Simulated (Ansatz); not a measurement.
# Run report: Ti₁₂Si, single-point calculation (part 2 of 2)

The same run, continued: Ti₁₂Si (slab, 13 atoms in the cell); DFT PBE+D3(BJ), scalar-relativistic, plane waves, PAW, PAW set soft_1, no spin polarisation (Ansatz 0.2.0); cutoff 420 eV, 6×6×1 k-mesh, Gaussian smearing of 0.1 eV. The structure derives from an entry of the Crystallography Open Database.

Geometry of the input (Å; fractional positions):
```
5.7100  0.0000  0.0000
-2.8550  4.9450  0.0000
0.0000  0.0000  21.4933
Ti 0.3333  0.1667  0.1861
Ti 0.3333  0.6667  0.1861
Ti 0.8333  0.1667  0.1861
Ti 0.8333  0.6667  0.1861
Ti 0.1667  0.3333  0.2908
Ti 0.1667  0.8333  0.2908
Ti 0.6667  0.3333  0.2908
Ti 0.6667  0.8333  0.2908
Ti 0.0000  0.0000  0.3952
Ti -0.0000  0.5000  0.3952
Ti 0.5000  0.0000  0.3952
Ti 0.5000  0.5000  0.3952
Si 0.0833  0.3333  0.4975
```

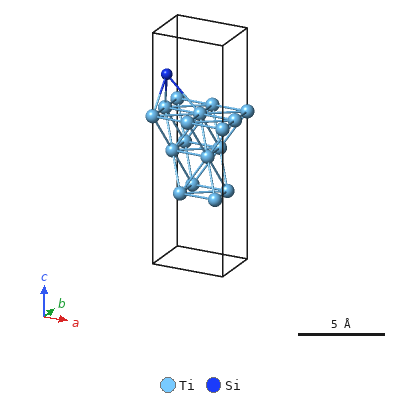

**Figure 1.** The input geometry (ball-and-stick view of the cell of the calculation, with the vacuum cut short, seen slightly off an axis). An atom can appear more than once, as a periodic image.

## Output, continued
```
  k-point 0: bands = ["-55.0127", "-54.9614", "-54.8891", "-54.8546", "-54.8517", "-54.8509", "-54.8100", "-54.6771", "-54.6399", "-54.5772", "-54.5757", "-54.5649", "-31.5694", "-31.5482", "-31.5374", "-31.5224", "-31.5024", "-31.4704", "-31.4291", "-31.4118", "-31.3885", "-31.3736", "-31.2841", "-31.2001", "-31.1508", "-31.0917", "-31.0464", "-31.0415", "-31.0400", "-31.0252", "-31.0206", "-31.0104", "-30.9984", "-30.9608", "-30.9468", "-30.8932", "-30.8902", "-30.8271", "-30.8186", "-30.8048", "-30.8011", "-30.7779", "-30.7418", "-30.7233", "-30.7149", "-30.7039", "-30.5945", "-30.5934", "-4.8866", "-3.6887", "-2.2165", "-1.1629", "-0.8147", "-0.8071", "-0.7906", "-0.6371", "-0.6281", "-0.5859", "-0.1743", "-0.1693", "-0.1594", "0.0732", "0.0807", "0.0944", "0.6750", "0.7534", "0.7977", "1.5838", "1.6291", "1.6635", "1.6921", "2.1205", "2.1480", "2.2039", "2.3093", "2.5205", "2.5260", "2.5494", "2.6156", "2.6638", "2.6939", "2.7225", "2.7345", "2.7405", "2.7520", "2.7984", "2.8007", "2.8437", "2.9243"]
  k-point 1: bands = ["-55.0096", "-54.9544", "-54.8895", "-54.8601", "-54.8535", "-54.8510", "-54.8113", "-54.6751", "-54.6380", "-54.5808", "-54.5759", "-54.5665", "-31.5431", "-31.5230", "-31.5130", "-31.5050", "-31.4750", "-31.4446", "-31.4130", "-31.3880", "-31.3712", "-31.3543", "-31.2807", "-31.2093", "-31.1637", "-31.1024", "-31.0684", "-31.0631", "-31.0544", "-31.0319", "-31.0162", "-31.0008", "-30.9930", "-30.9742", "-30.9475", "-30.9317", "-30.9014", "-30.8504", "-30.8271", "-30.8055", "-30.7961", "-30.7815", "-30.7410", "-30.7368", "-30.7263", "-30.7042", "-30.6315", "-30.6018", "-4.8182", "-3.5151", "-2.0555", "-0.9948", "-0.8919", "-0.7087", "-0.6954", "-0.6738", "-0.5288", "-0.4959", "-0.0774", "-0.0116", "0.0207", "0.1688", "0.1834", "0.1974", "0.6885", "0.7952", "0.8421", "1.3964", "1.5291", "1.6485", "1.6720", "2.0059", "2.0824", "2.1446", "2.1913", "2.2704", "2.4398", "2.4592", "2.5171", "2.5483", "2.5952", "2.6457", "2.6635", "2.6886", "2.7466", "2.7688", "2.8035", "2.8397", "2.9319"]
  k-point 2: bands = ["-55.0034", "-54.9349", "-54.8905", "-54.8799", "-54.8538", "-54.8511", "-54.8141", "-54.6722", "-54.6295", "-54.5934", "-54.5760", "-54.5680", "-31.4884", "-31.4841", "-31.4610", "-31.4311", "-31.4147", "-31.3819", "-31.3661", "-31.3352", "-31.3177", "-31.3120", "-31.2694", "-31.2300", "-31.1954", "-31.1454", "-31.1275", "-31.1199", "-31.0938", "-31.0548", "-31.0499", "-31.0042", "-30.9769", "-30.9724", "-30.9615", "-30.9362", "-30.9285", "-30.9120", "-30.8404", "-30.8122", "-30.7945", "-30.7879", "-30.7758", "-30.7611", "-30.7350", "-30.7182", "-30.6857", "-30.6239", "-4.6836", "-3.0065", "-1.6263", "-1.4167", "-0.7195", "-0.5156", "-0.4625", "-0.4457", "-0.2619", "-0.2252", "0.0890", "0.3385", "0.4147", "0.4467", "0.4748", "0.4801", "0.7475", "0.8574", "0.9819", "1.2277", "1.2952", "1.4365", "1.4778", "1.6209", "1.7097", "1.8036", "1.8506", "1.9126", "2.1171", "2.1756", "2.2262", "2.2415", "2.3080", "2.3634", "2.3912", "2.4989", "2.6623", "2.7056", "2.7431", "2.8744", "2.9046"]
  k-point 19: bands = ["-54.9983", "-54.9099", "-54.9067", "-54.8957", "-54.8536", "-54.8513", "-54.8099", "-54.6731", "-54.6159", "-54.6082", "-54.5772", "-54.5675", "-31.4685", "-31.4333", "-31.4268", "-31.3975", "-31.3654", "-31.3521", "-31.3311", "-31.3086", "-31.2856", "-31.2614", "-31.2353", "-31.2239", "-31.2188", "-31.1986", "-31.1857", "-31.1722", "-31.1504", "-31.1082", "-31.0933", "-31.0040", "-30.9675", "-30.9635", "-30.9460", "-30.9112", "-30.9099", "-30.8913", "-30.8530", "-30.8436", "-30.8317", "-30.8211", "-30.7855", "-30.7819", "-30.7536", "-30.7282", "-30.6567", "-30.6560", "-4.6152", "-2.2853", "-2.2010", "-1.1459", "-0.9384", "-0.3015", "-0.2931", "-0.0866", "-0.0631", "-0.0305", "0.0526", "0.4968", "0.6364", "0.6941", "0.7206", "0.7477", "0.8484", "0.9321", "1.0349", "1.1207", "1.2554", "1.3162", "1.3173", "1.4039", "1.4497", "1.4648", "1.6229", "1.7314", "1.7360", "1.8012", "1.8359", "2.0347", "2.0694", "2.2845", "2.3772", "2.4193", "2.5124", "2.5214", "2.7445", "2.9497", "3.0127"]
```

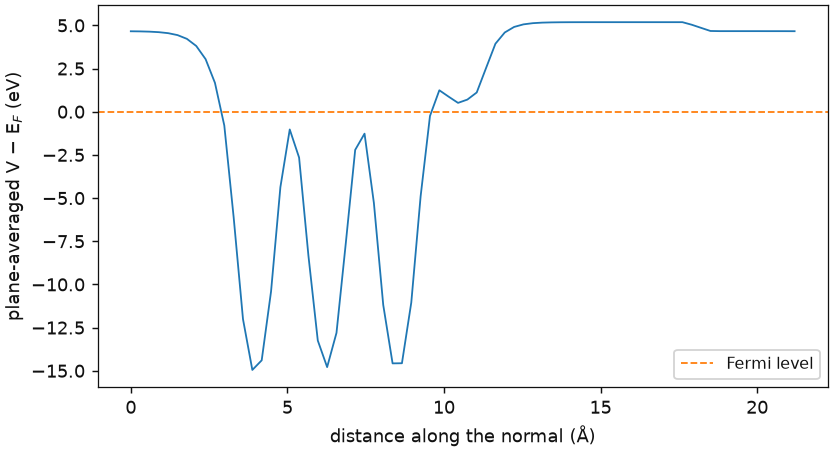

**Figure 2.** Plane average of the electrostatic potential energy of an electron across the cell, from the Fermi level. The vacuum level lies 5.18 eV above the Fermi level on the upper side and 4.67 eV on the lower.

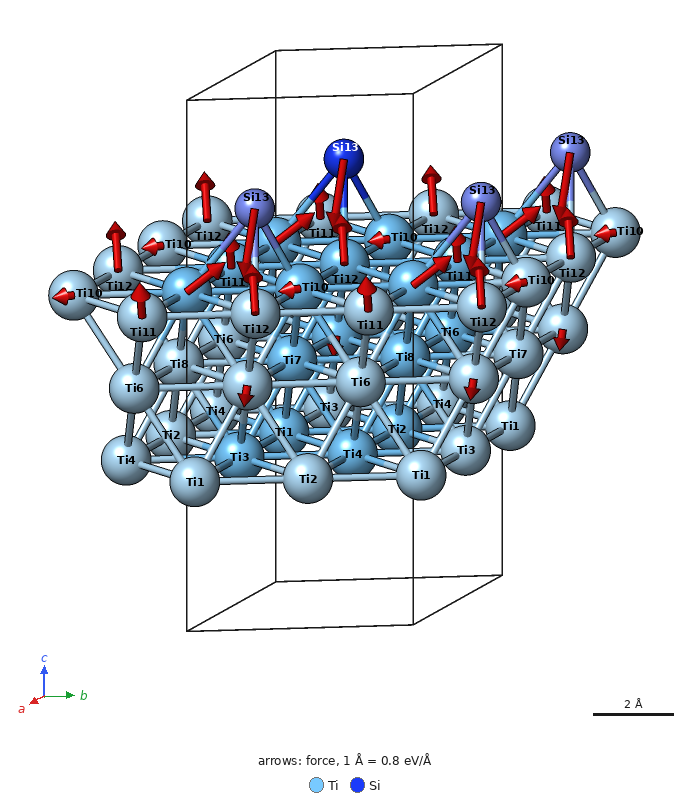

**Figure 3.** Forces on the atoms as red arrows (ball-and-stick view of the cell of the calculation, with the vacuum cut short, seen slightly off an axis; neighbours outside the cell are drawn fainter; atoms are numbered from 1 in the order of the input); the smallest are left out. The largest act on Si13 (1.45 eV/Å); Ti12 (1.20 eV/Å); Ti9 (1.03 eV/Å); Ti11 (0.85 eV/Å), among others. The geometry is not a stationary point of this energy.

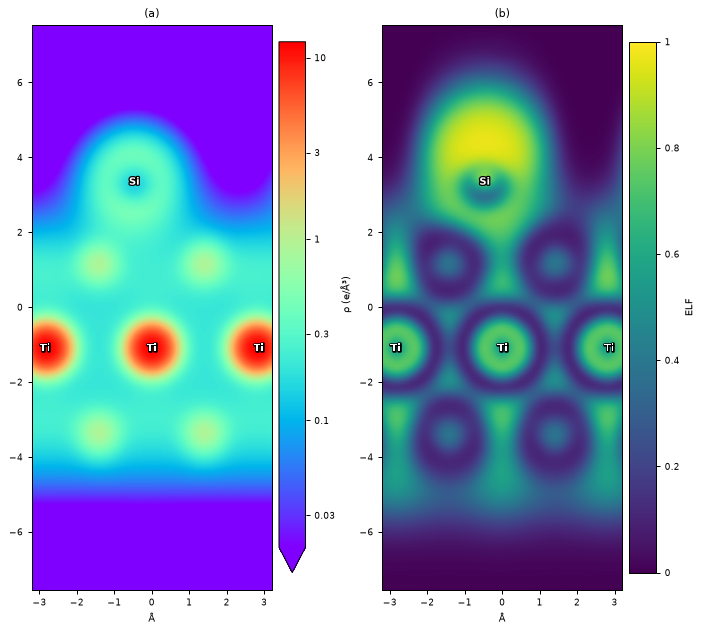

**Figure 4.** (a) valence pseudo-density; (b) ELF on the (010) plane of the calculation cell, a cut from vacuum to vacuum. Ti–Ti (2.85 Å): the density is about 0.21 e/Å³ at the midpoint; the ELF is about 0.25 at the midpoint (no shared electron pair). The density dies away to nearly zero in the vacuum. The strong features right at Ti lie inside the PAW spheres (semicore, d or f shells) and say nothing about bonding. In a PAW calculation such maps are meaningful between the atoms, not at the nuclei.

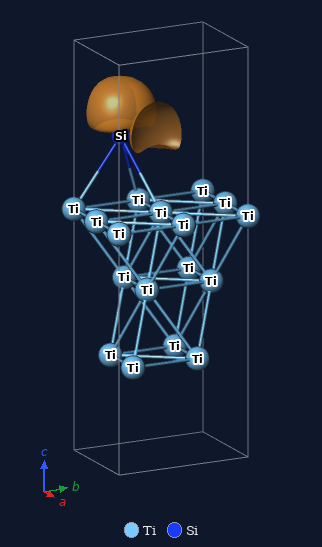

**Figure 5.** Isosurface of the ELF at 0.85 (orange), seen slightly off an axis. Core shells and regions of very low density are left out. Sticks mark near contacts. Along the contacts the grid gives the following. Ti–Si (2.53 Å): the ELF is about 0.40 at the midpoint. Ti–Ti (2.78 Å): the ELF is about 0.25 at the midpoint (no shared electron pair).

## Summary

| quantity | value |
| --- | --- |
| outcome | converged |
| electrons treated | 148 |
| free energy | −30629.8698 eV |
| work function, top face | 5.18 eV |
| work function, bottom face | 4.67 eV |
| Fermi energy | 1.756 eV |
| gap on the k-point mesh | none (metallic) |
| work function (upper face) | 5.18 eV |
| largest force (length of the vector) | 1.449 eV/Å |
| hardware | 2 threads of Arm Neoverse V1, 24 GiB of memory available, shared host |
| wall time | 89 s (CPU time 2.9 min) |
| peak memory | 1.4 GiB |

## Remarks

Warnings of the run: the exchange-correlation potential is rough where the density is thin.
